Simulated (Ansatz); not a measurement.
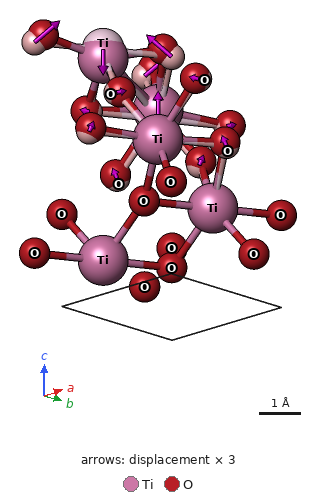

A constrained relaxation of a slab of composition TiO2 (cut from the I4_1/amd phase). The starting structure is drawn faded, the final one solid; purple arrows show the displacements, 3 times their true length.

The picture is a ball-and-stick view of the cell of the calculation, outlined in the plane, without the vacuum (origin shifted), seen from a free direction.

Case: clean slab, lower half held. The slab is the (1 1 0) face of TiO2. 6 atoms are held fixed.

The calculation used Ansatz, DFT PBE+D3(BJ), scalar-relativistic, plane waves, PAW. Settings: plane-wave cutoff 420 eV; k-point mesh 6 × 6 × 1; occupations gaussian; smearing width 0.05 eV; no spin polarisation; dipole correction; atoms relaxed in a fixed cell; force threshold 0.03 eV/Å; at most 70 steps.

**Describe the change and its energy.**

Over 5 accepted moves (6 points after the start) the energy falls by 1.490 eV per cell of the calculation. The largest force component goes from 4.6 to 0.011 eV/Å. The line search rejected the trial step at point 3 of the run. The largest moves, 0.29 Å, are those of O atoms. Largest moves by element: O 0.29 Å, Ti 0.24 Å. The cell stays as it was. Some distances before and after: Ti–Ti 3.051 → 2.877 Å, O–Ti 1.936 → 1.788 Å, O–Ti 1.992 → 1.851 Å, Ti–Ti 3.051 → 3.177 Å. Bond angles that change, for instance: O–Ti–O 180.0° → 154.2°, Ti–Ti–Ti 127.9° → 144.8°, Ti–Ti–O 141.6° → 154.5°.
